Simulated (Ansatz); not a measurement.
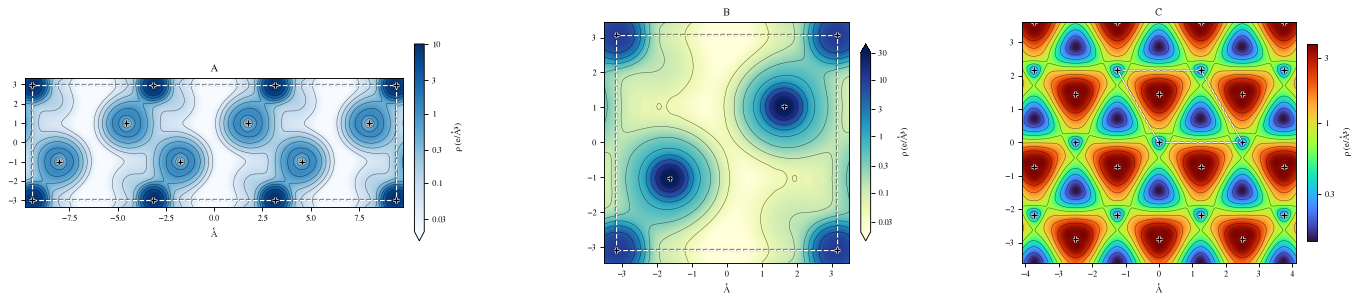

The valence charge density (pseudo) of 3 systems, each on a plane through atoms (crosses mark nuclei in the plane).

All numbers below come from Ansatz, DFT r2SCAN, scalar-relativistic, plane waves, PAW.

System 1: TiSe₂, the (110) plane of the conventional cell. Space group P-3m1; computed without spin polarisation.

```
Ti Se
1.0
     3.56141    0.00000    0.00000
    -1.78070    3.08427    0.00000
     0.00000    0.00000    6.31209
Ti Se
1 2
Direct
  0.00000 0.00000 0.00000
  0.33333 0.66667 0.24039
  0.66667 0.33333 0.75961
```

System 2: TiS₂, the (110) plane of the calculation cell. Space group P-3m1; a structure from a database of computed crystals, not necessarily the ambient phase; changed on purpose from its base cell (volume × 1.06, shape and atoms relaxed); computed without spin polarisation.

System 3: BN, the (001) plane of the conventional cell. Space group P6₃/mmc.

### Which map belongs to which system?

Panel A is system 2, TiS₂: the plane holds Ti and S. Ti–S (2.43 Å): ρ is about 0.49 e/Å³ halfway. Panel B is system 1, TiSe₂: the plane holds Ti and Se. Ti–Se (2.56 Å): the density is about 0.43 e/Å³ at the midpoint. Panel C is system 3, BN: the plane holds B and N. B–N (1.44 Å): ρ is about 1.8 e/Å³ halfway.
